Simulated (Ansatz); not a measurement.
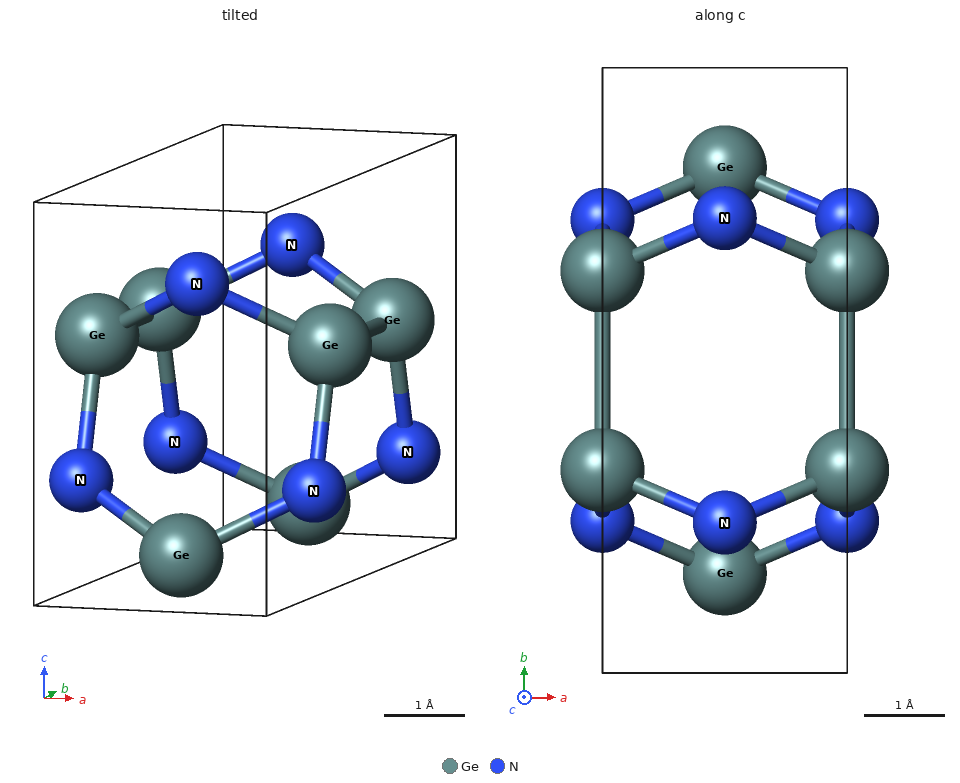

Structure drawing (ball-and-stick), viewed slightly off an axis and along the c axis. The wireframe shows the conventional unit cell. Cell: a = 3.10 Å, b = 7.66 Å, c = 5.14 Å, α = 90.00°, β = 90.00°, γ = 90.00°.

The structure comes from a structure type filled with these elements by a generator (whether the compound takes this form wasn't checked). Earlier steps of the study may have refined or changed the cell and positions. A calculation with Ansatz used it as input.

Describe the crystal.

Chemical formula GeN. Space group: Imm2 (No. 44). Lattice: body-centred orthorhombic. One cell contains 4 Ge, 4 N, 8 atoms in all. The coordination, counted out to bonding distance, is Ge 4 and N 3.

The calculation: DFT PBE, scalar-relativistic, plane waves, PAW (Ansatz 0.2.0), with a cutoff energy of 420 eV, k-points about 0.24 Å⁻¹ apart, Gaussian smearing of 0.02 eV, no spin polarisation.

What is the band gap, if any?

A semiconductor at this level, with a gap of 0.61 eV, indirect.

What are the atomic charges by Bader's partition?

Ge +1.53 e; N -1.53 e.

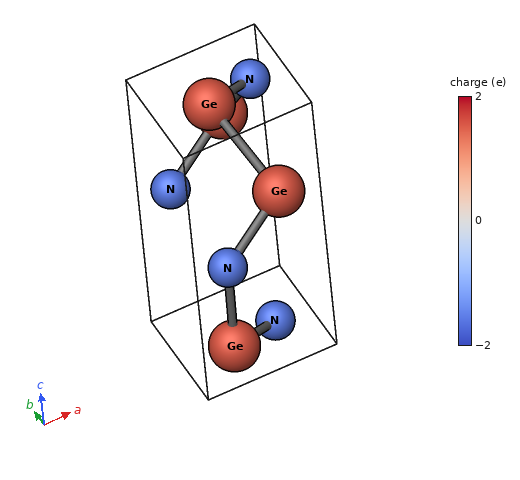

The atoms coloured by those charges. The run's cell of 4 atoms is drawn in a reduced setting, so axes and origin can differ from the first picture.

Are forces and stress small enough to call this relaxed?

Yes. All forces vanish to within 0.01 eV/Å. The pressure is 0.0 GPa, close to zero.
